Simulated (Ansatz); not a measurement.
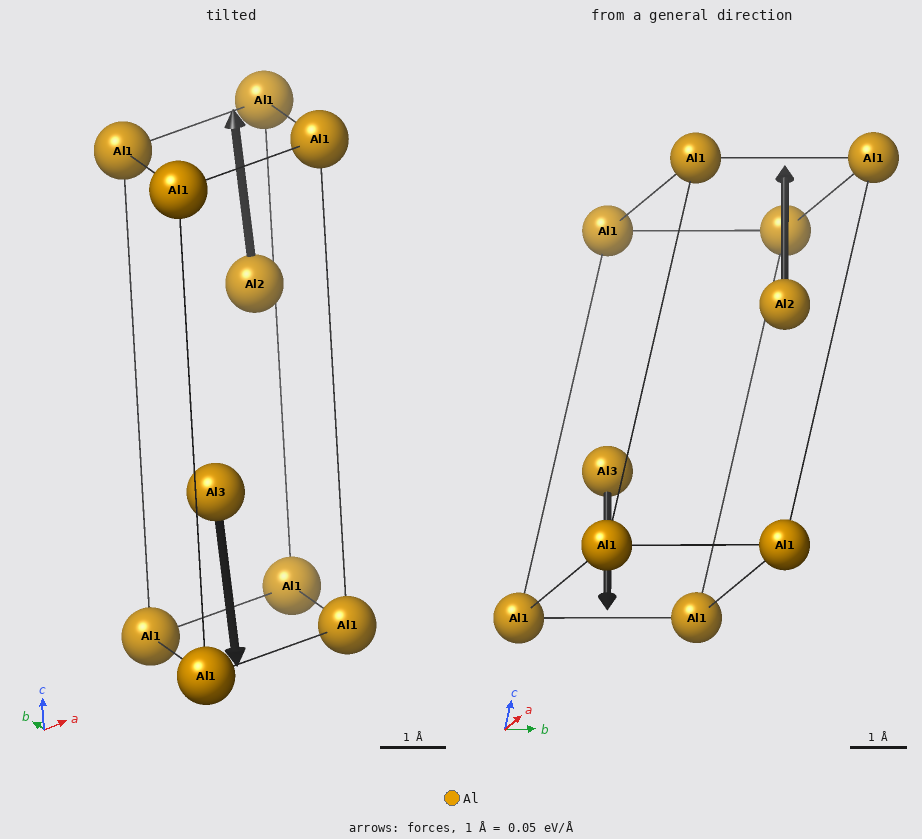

An orthographic spheres-only view of the structure, slightly off an axis and from a general direction. The box is the cell (the run's own, in a reduced setting); atoms on or close to its faces, edges and corners are drawn wherever they repeat. The arrows are the computed forces on the atoms.

System: Al. The calculation: DFT PBE, scalar-relativistic, plane waves, PAW (Ansatz 0.2.0), with E_cut = 420 eV, k-points about 0.15 Å⁻¹ apart, Gaussian smearing of 0.1 eV, no spin polarisation.

### Would an optimiser stop at this geometry?

No. The atoms still feel forces of up to about 0.12 eV/Å, above a usual threshold of 0.01 to 0.03 eV/Å.

### Find the atom with the largest force.

Al2 and Al3, about 0.12 eV/Å.

The structure comes from a structure listed in the Materials Project, with elements exchanged, so it need not be a known form of the compound. The cell was then strained or its atoms displaced on purpose. A calculation with Ansatz used it as input.
